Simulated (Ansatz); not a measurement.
# Geometry relaxation of C (part 2 of 2)

The same run, continued: C (P4mm, 3 atoms in the cell); DFT PBE, scalar-relativistic, plane waves, PAW, no spin polarisation (Ansatz 0.2.0); cutoff 420 eV, 20×20×10 k-mesh, Gaussian smearing of 0.1 eV. The structure was made by a generator, so it may or may not be a known phase.

Geometry of the input (Å; fractional positions):
```
2.3450  0.0000  0.0000
0.0000  2.3450  0.0000
0.0000  0.0000  4.7840
C  0.0000  0.0000  0.5109
C  0.0000  0.0000  0.8175
C  0.5000  0.5000  0.4656
```

**Output, continued**
```
SCF iter   1: F=—  HF=-743.751327 eV  |F-HF|=—  |Δ(HF+E_count)|=         —  Δρ=9.40e-4  dr2=3.18e-4  ethr=2.81e-6  ⟨swp⟩=2.6  Hψ=36150  notcnv=0
preconditioner: auto → LDOS  [metal: Δε(μ)=0.013 eV  Ē_g=12.482 eV  σ=0.100 eV  W_gap=0.07  n_scr=2 (ndim 8)  ℏωp=24.8 eV  f_vac=0.031  D(μ)=0.75/eV (n_scr^D=2)  β→1.0]
SCF iter   2: F=—  HF=-743.751305 eV  |F-HF|=—  |Δ(HF+E_count)|=   2.14e-5  Δρ=3.68e-4  dr2=7.40e-5  ethr=2.65e-6  ⟨swp⟩=2.2  Hψ=5324  notcnv=0
SCF iter   3: F=—  HF=-743.751340 eV  |F-HF|=—  |Δ(HF+E_count)|=   3.43e-5  Δρ=8.49e-5  dr2=2.33e-6  ethr=6.17e-7  ⟨swp⟩=2.1  Hψ=5579  notcnv=0
SCF iter   4: F=—  HF=-743.751340 eV  |F-HF|=—  |Δ(HF+E_count)|=   7.81e-8  Δρ=1.97e-5  dr2=1.09e-7  ethr=1.94e-8  ⟨swp⟩=2.1  Hψ=5526  notcnv=0
SCF iter   5: F=-743.751340 eV  HF=-743.751340 eV  |F-HF|=2.41e-9  |Δ(HF+E_count)|=   5.77e-9  Δρ=3.57e-6  dr2=1.99e-9  ethr=2.19e-10  ⟨swp⟩=8.5  Hψ=23009  notcnv=0
SCF 8 converged in 5 iterations: F = -743.751340 eV  dr2 = 1.99e-9
relax step   8: F+E_penalty+E_count = -743.75133989 eV  Δ(F+E_penalty+E_count) = +3.278e-4 eV  max|allowed force component| = 1.096e-3 eV/Å  Δτ_max = 0.0038 Å  P = +0.012 GPa  Ω = 26.880 Å³  energy of the carried Pulay correction = -3.657e-4 eV  (5 SCF iters, dr2 threshold 2.63e-8 eV, accepted)
iter 1 solved again at ethr=6.71e-8 eV; its pass at ethr=3.10e-3 eV (dr2=8.06e-6 eV) is discarded
SCF iter   1: F=—  HF=-743.751690 eV  |F-HF|=—  |Δ(HF+E_count)|=         —  Δρ=2.83e-5  dr2=2.96e-8  ethr=6.71e-8  ⟨swp⟩=4.1  Hψ=37243  notcnv=0
preconditioner: auto → LDOS  [metal: Δε(μ)=0.005 eV  Ē_g=12.483 eV  σ=0.100 eV  W_gap=0.03  n_scr=2 (ndim 8)  ℏωp=24.8 eV  f_vac=0.028  D(μ)=0.75/eV (n_scr^D=2)  β→1.0]
SCF iter   2: F=—  HF=-743.751737 eV  |F-HF|=—  |Δ(HF+E_count)|=   4.63e-5  Δρ=2.31e-6  dr2=5.69e-10  ethr=2.47e-10  ⟨swp⟩=2.5  Hψ=6767  notcnv=0
SCF iter   3: F=—  HF=-743.751737 eV  |F-HF|=—  |Δ(HF+E_count)|=  7.79e-10  Δρ=6.35e-7  dr2=1.33e-10  ethr=1.00e-12  ⟨swp⟩=8.8  Hψ=24624  notcnv=0
SCF iter   4: F=-743.751737 eV  HF=-743.751737 eV  |F-HF|=1.43e-11  |Δ(HF+E_count)|=  1.88e-11  Δρ=1.99e-7  dr2=1.87e-11  ethr=1.00e-12  ⟨swp⟩=4.9  Hψ=19507  notcnv=0
SCF 9 converged in 4 iterations: F = -743.751737 eV  dr2 = 1.87e-11
relax step   9: F+E_penalty+E_count = -743.75173656 eV  Δ(F+E_penalty+E_count) = -3.967e-4 eV  max|allowed force component| = 9.079e-4 eV/Å  Δτ_max = 0.0000 Å  P = +0.021 GPa  Ω = 26.880 Å³  stress off target by 4.34e-2 GPa  SCF on the basis re-selected at this cell (its energy is not comparable with the rows above)  (4 SCF iters)
```

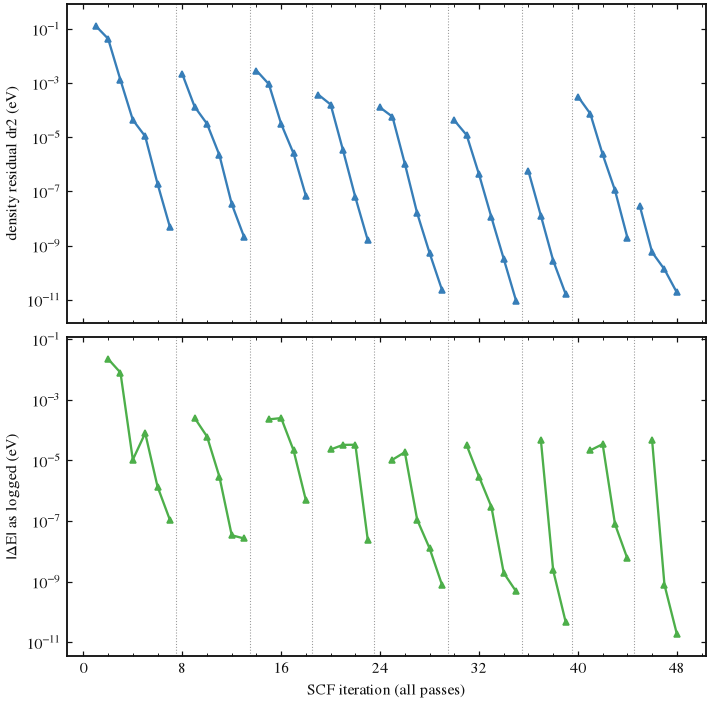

Convergence of the self-consistent field: density residual dr2 and size of the energy change against the SCF iteration. The dotted lines part the SCF passes of the relaxation: geometry steps, rejected trials and re-solves on a re-selected basis. The 9 passes take 4 to 7 iterations each, 48 in all.

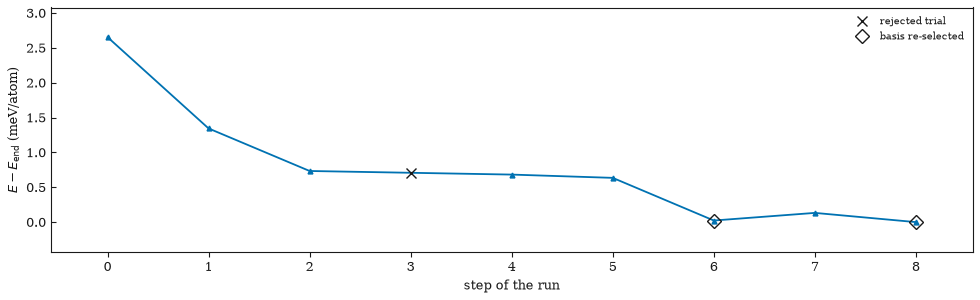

Progress of the relaxation, step by step (the first geometry is step 0 here and step 1 in the log).

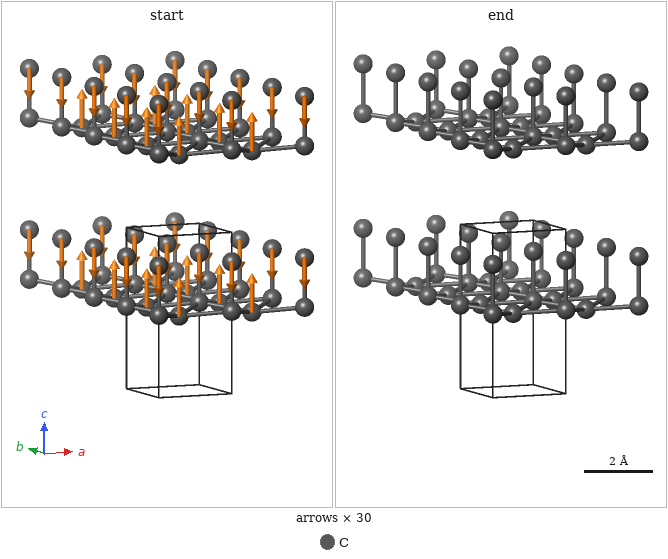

Before (left) and after (right) the relaxation, at one scale (ball-and-stick view of the cell of the calculation, repeated 2 × 4 × 2, seen slightly off an axis). The orange arrows give the displacements (without the part carried along by the change of the cell), magnified 30 times. C3 moves most relative to the cell: 0.039 Å. Cell: a = b 2.345 → 2.349 Å (+0.1 %), c 4.784 → 4.874 Å (+1.9 %). Volume +2.2 %. Among the angles that change: C3–C1–C3 165.1° → 168.0°. The space group stays P4mm (No. 99). The energy falls by 2.5 meV per atom in 6 geometry steps. Largest force component: 0.35 eV/Å at the start, 0.00091 eV/Å at the end. The pressure goes from −0.02 to 0.02 GPa. The line search rejected the trial step at point 3 (counted from 0) and went back. The basis was re-selected once at an unchanged geometry, which shifts the energy a little without any move. The energy change given includes the shifts at the re-selections in mid-walk, which come without any move. A last SCF at the same geometry on a re-selected plane-wave basis shifts the energy by −0.1 meV per atom. (Atoms are counted from 1 in the order of the input.)

```
basis re-selected at this cell: Δ(F+E_penalty+E_count) = -3.967e-4 eV, ΔP = +0.010 GPa vs the last step (what re-selecting the basis moved, of the pressure what is left beyond the Pulay correction that the steps carried, after the strain that the cell walked since its last selection, with what the two solves' SCF thresholds leave and, on support functions, any second-order correction that the steps lacked; it is no measure of the basis error at this ecutwfc). This SCF's stress stands 4.34e-2 GPa from its target on what of the cell is left free (relax.cell.stress_tol is 5.00e-2 GPa) and its largest allowed force component is 9.08e-4 eV/Å (relax.f_tol is 1.00e-2 eV/Å): within both
SCF converged after 4 iterations
Free energy (F): -743.751737 eV
Harris-Foulkes:  -743.751737 eV  (|F-HF|=1.43e-11)
Internal energy: -743.747998 eV  (E = F + TS)
E sigma→0 (E₀):  -743.749867 eV
Entropy (-TS):   -0.003738 eV (-1.246 meV/atom)
Fermi energy:    6.388638 eV
--- Per-component energies (eV) ---
  E_band       = -14.486484
  E_kinetic    = 253.803760
  E_local      = -475.797348  (includes V_loc(G=0)·N_el)
  E_nonlocal   = 82.853074
  E_hartree    = 157.464569
  E_xc         = -140.751573
  E_vxc        = -174.128429  (∫ρ·V_xc dr)
  E_paw        = -294.659795  (= ΣΔE_a)
  E_vpaw       = -16.146633  (= ΣTr[D̂ρ^β])
  E_aug_tail   = 0.000013  (compensation charges beyond the density's cutoff)
  E_ewald      = -326.660699
  E_smearing   = -0.003738  (= −TS)
  E_closure    = -0.000000  (closes the sum)
  Σ components = -743.751737   (vs F -743.751737, Δ=0.00e0)
--- Forces (eV/Å), atoms counted from 1 ---
  atom   1  C      0.00000000    -0.00000000     0.00079292
  atom   2  C      0.00000000     0.00000000     0.00011803
  atom   3  C      0.00000000     0.00000000    -0.00090643
  max |Σ_I F_I| component: 4.53e-6 eV/Å
--- Stress (GPa, compression-positive) ---
        0.010246      -0.000000       0.000000
       -0.000000       0.010246       0.000000
        0.000000       0.000000       0.043434
  P = ⅓ Tr σ = 0.0213 GPa (0.213 kbar)
--- Band table (eV; the first three rows and the last of 396) ---
  k-point 0: bands = ["-14.0081", "-5.7555", "0.2881", "2.9062", "2.9062", "7.8773", "11.2763", "11.2763", "13.0281", "16.0291"]
  k-point 1: bands = ["-14.0054", "-5.7920", "0.3927", "2.9069", "2.9069", "7.7937", "11.2721", "11.2721", "12.9509", "15.6960"]
  k-point 2: bands = ["-13.9983", "-5.8846", "0.6741", "2.9086", "2.9086", "7.5560", "11.2608", "11.2608", "12.7445", "15.2202"]
  k-point 395: bands = ["-5.2690", "-4.0623", "-4.0623", "-0.9901", "2.8758", "5.1833", "5.1833", "6.8819", "7.1808", "19.4829"]
--- Relaxed structure (7 steps of the walk, 6 accepted, 2 SCFs on fresh bases) ---
  F+E_penalty+E_count = -743.75173656 eV   max|allowed force component| = 9.079e-4 eV/Å   (the final SCF, on the basis selected at the relaxed cell)
  cell:  # Å, volume = 26.8803 Å³
    - [2.348529320011968, 2.372732209660232e-36, -6.89421070838877e-32]
    - [2.372732209660232e-36, 2.348529320011968, 0.0]
    - [-1.4064357921577974e-31, 0.0, 4.873516461025455]
  atoms:
    - { symbol: C, position: [-1.1634736389207233e-32, 4.118046071574423e-84, 0.509447380216052] }
    - { symbol: C, position: [3.476732991598397e-32, 0.0, 0.8109950781693628] }
    - { symbol: C, position: [0.5, 0.5, 0.4735837016145852] }
```

**Trajectory as extended XYZ (Å, eV, eV/Å), 9 frames, from step=1 to step=9**
```
3
Lattice="2.3450 0.0000 0.0000 0.0000 2.3450 0.0000 0.0000 0.0000 4.7840" Properties=species:S:1:pos:R:3:forces:R:3 step=1 energy=-743.74377 pressure_GPa=-0.02
C     0.0000    0.0000    2.4442    0.0000   0.0000  -0.2574
C     0.0000    0.0000    3.9107    0.0000   0.0000  -0.0891
C     1.1725    1.1725    2.2276    0.0000   0.0000   0.3465
3
Lattice="2.3481 0.0000 0.0000 0.0000 2.3481 0.0000 0.0000 0.0000 4.8188" Properties=species:S:1:pos:R:3:forces:R:3 step=2 energy=-743.74770 pressure_GPa=-0.19
C     0.0000    0.0000    2.4600    0.0000   0.0000  -0.1922
C     0.0000    0.0000    3.9258    0.0000   0.0000  -0.0246
C     1.1741    1.1741    2.2592    0.0000   0.0000   0.2168
3
Lattice="2.3477 0.0000 0.0000 0.0000 2.3477 0.0000 0.0000 0.0000 4.8687" Properties=species:S:1:pos:R:3:forces:R:3 step=3 energy=-743.74954 pressure_GPa=0.19
C     0.0000    0.0000    2.4796    0.0000   0.0000  -0.0088
C     0.0000    0.0000    3.9482    0.0000   0.0000   0.0350
C     1.1739    1.1739    2.3069    0.0000   0.0000  -0.0265
3
Lattice="2.3493 0.0000 0.0000 0.0000 2.3493 0.0000 0.0000 0.0000 4.8568" Properties=species:S:1:pos:R:3:forces:R:3 step=4 energy=-743.74964 pressure_GPa=-0.39 accepted=F
C     0.0000    0.0000    2.4721    0.0000   0.0000   0.0445
C     0.0000    0.0000    3.9437    0.0000   0.0000  -0.0519
C     1.1747    1.1747    2.2975    0.0000   0.0000   0.0074
3
Lattice="2.3481 0.0000 0.0000 0.0000 2.3481 0.0000 0.0000 0.0000 4.8629" Properties=species:S:1:pos:R:3:forces:R:3 step=5 energy=-743.74969 pressure_GPa=0.00
C     0.0000    0.0000    2.4765    0.0000   0.0000  -0.0004
C     0.0000    0.0000    3.9460    0.0000   0.0000   0.0017
C     1.1740    1.1740    2.3016    0.0000   0.0000  -0.0013
3
Lattice="2.3482 0.0000 0.0000 0.0000 2.3482 0.0000 0.0000 0.0000 4.8560" Properties=species:S:1:pos:R:3:forces:R:3 step=6 energy=-743.74983 pressure_GPa=-0.00
C     0.0000    0.0000    2.4724    0.0000   0.0000  -0.0009
C     0.0000    0.0000    3.9420    0.0000   0.0000  -0.0003
C     1.1741    1.1741    2.2973    0.0000   0.0000   0.0012
3
Lattice="2.3482 0.0000 0.0000 0.0000 2.3482 0.0000 0.0000 0.0000 4.8560" Properties=species:S:1:pos:R:3:forces:R:3 step=7 energy=-743.75167 pressure_GPa=0.10
C     0.0000    0.0000    2.4724    0.0000   0.0000  -0.0022
C     0.0000    0.0000    3.9420    0.0000   0.0000   0.0007
C     1.1741    1.1741    2.2973    0.0000   0.0000   0.0015
3
Lattice="2.3485 0.0000 0.0000 0.0000 2.3485 0.0000 0.0000 0.0000 4.8735" Properties=species:S:1:pos:R:3:forces:R:3 step=8 energy=-743.75134 pressure_GPa=0.01
C     0.0000    0.0000    2.4828    0.0000   0.0000   0.0011
C     0.0000    0.0000    3.9524    0.0000   0.0000  -0.0001
C     1.1743    1.1743    2.3080    0.0000   0.0000  -0.0010
3
Lattice="2.3485 0.0000 0.0000 0.0000 2.3485 0.0000 0.0000 0.0000 4.8735" Properties=species:S:1:pos:R:3:forces:R:3 step=9 energy=-743.75174 pressure_GPa=0.02
C     0.0000    0.0000    2.4828    0.0000   0.0000   0.0008
C     0.0000    0.0000    3.9524    0.0000   0.0000   0.0001
C     1.1743    1.1743    2.3080    0.0000   0.0000  -0.0009
```

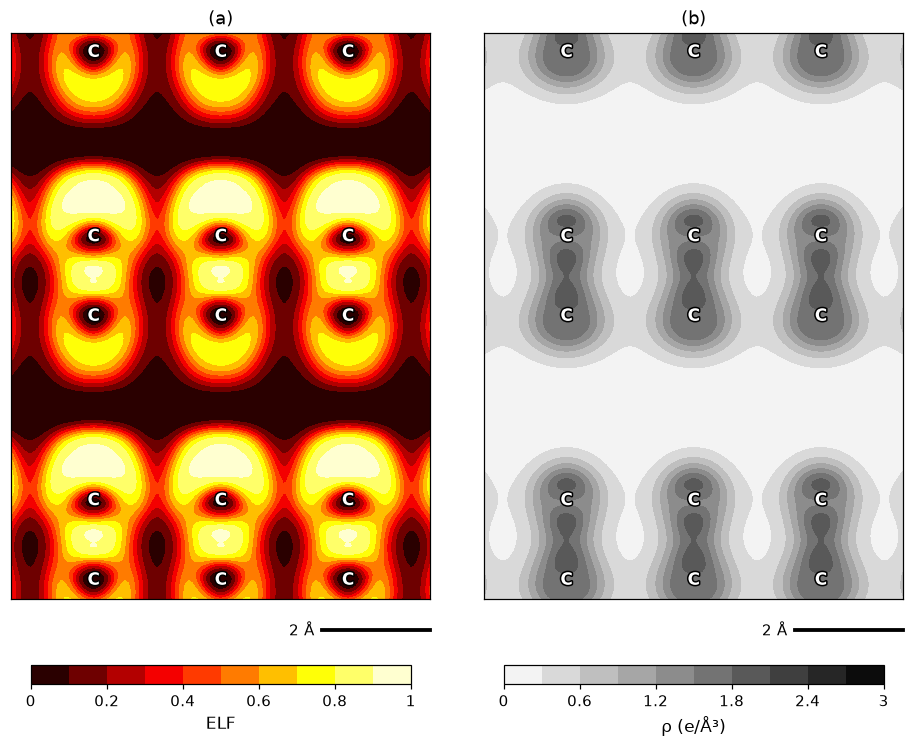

(a) ELF; (b) valence electron density on the (010) plane of the conventional cell. Atoms in the plane: C. Away from the nuclei the density in this plane falls to 0.02 e/Å³ at its lowest. In a PAW calculation such maps are meaningful between the atoms, not at the nuclei.

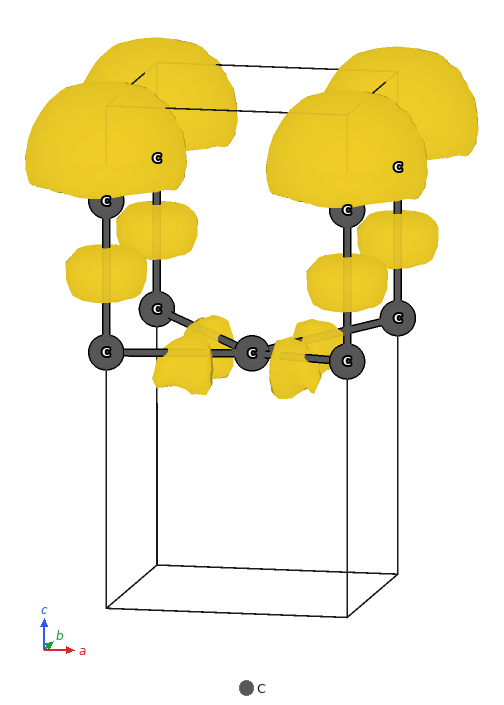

Isosurface of the electron localisation function at 0.8 (yellow), seen slightly off an axis. Core shells and regions of very low density are left out. Sticks mark near contacts. The outline is the cell set on symmetry axes. Along the contacts the grid gives the following. C–C (1.67 Å): the ELF peaks at about 0.85 between the atoms, as expected for localised, shared-pair bonding.

**Key numbers**

```csv
quantity,value
outcome,converged
space group (tolerance 0.01 Å),P4mm (99)
electrons treated,12
free energy,−743.7517 eV
Fermi energy,6.389 eV
gap on the k-point mesh,none (metallic)
pressure,0.02 GPa
final volume,26.88 Å³
largest force (length of the vector) at the end,0.001 eV/Å
final cell,"a = 2.349 Å, b = 2.349 Å, c = 4.874 Å, α = 90.00°, β = 90.00°, γ = 90.00°"
wall time,3.5 min
peak memory,0.47 GiB
```
